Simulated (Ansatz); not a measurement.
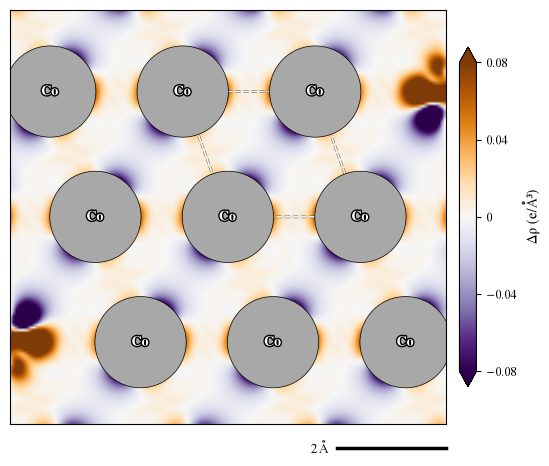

Co. Difference of the valence pseudo-densities of two functionals at the same geometry, on the (001) plane of the calculation cell: one of HSE06 and PBEsol less the other.

Space group P-1; a structure from a database of computed crystals, not necessarily the ambient phase; spin-polarised.

Both computed with Ansatz (plane waves, PAW), on the same k-point mesh. Grey discs cover the atomic cores.

Which was subtracted from which, and what does the map show?

Answer. It is HSE06 less PBEsol. Against PBEsol, HSE06 gives less density around Co (−0.007 e/Å³ on average at 1.0 Å from the nucleus) and a change of +0.004 e/Å³ at the midpoint of Co–Co and +0.006 e/Å³ at the midpoint of Co–Co.
